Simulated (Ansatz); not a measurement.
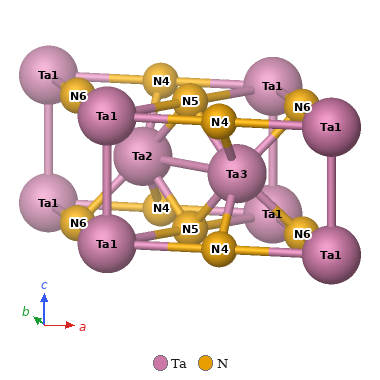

The system is TaN (P6/mmm, No. 191; 6 atoms in the cell); the picture shows the reference structure. The cell is strained homogeneously, by one strain along x and y and another along z, with fractional coordinates fixed (x along [1 0 0], z along [0 0 1] of the conventional cell). Coordinates scanned: (1) strain along x and y; (2) strain along z. The grid has 5 × 5 points. At 2 points there is no value. Points are written as (first, second). Energies are in meV/atom, from the lowest grid point. Method: DFT PBEsol, scalar-relativistic, plane waves, PAW (Ansatz 0.2.0). Settings: cutoff 420 eV, k-mesh 12×12×16 in the order of the run's cell vectors, gaussian smearing 0.15 eV, no spin polarisation.

Its coordinates:

```xyz
6
Lattice="5.2051 0.0000 0.0000 -2.6025 4.5077 0.0000 0.0000 0.0000 2.9036" Properties=species:S:1:pos:R:3 pbc="T T T"
Ta    0.0000    0.0000    0.0000
Ta    0.0000    3.0052    1.4518
Ta    2.6025    1.5026    1.4518
N     2.6025    0.0000    0.0000
N     1.3013    2.2539    0.0000
N    -1.3013    2.2539    0.0000
```

Range: strain along x and y from −8 to 8 %; strain along z from −8 to 8 %.

Predict the map.

Answer. The lowest grid point is at (0 %, 0 %). It is the only kind of minimum in the scanned range. The highest grid point, (−8 %, −8 %), lies 860 meV/atom above the lowest. Round the minimum the valley is somewhat tilted: raising strain along x and y shifts the best value of strain along z downwards (coupling k₁₂/√(k₁₁k₂₂) about 0.5).

```tsv
strain along z ↓, strain along x and y →	−8	−4	0	4	8
8	237	115	143	283	508
4	248	61	39	–	344
0	338	76	0	65	237
−4	531	187	50	–	206
−8	860	426	218	184	279
```

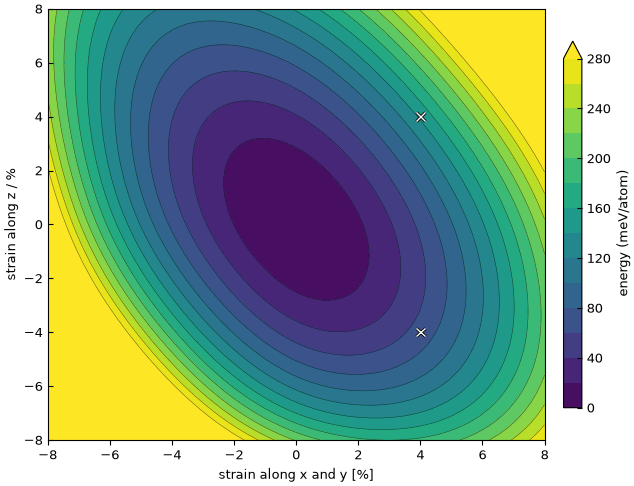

Drawn: filled contours, crosses at grid points without a value, one colour for all values above the top of the scale. Between grid points the surface is interpolated.
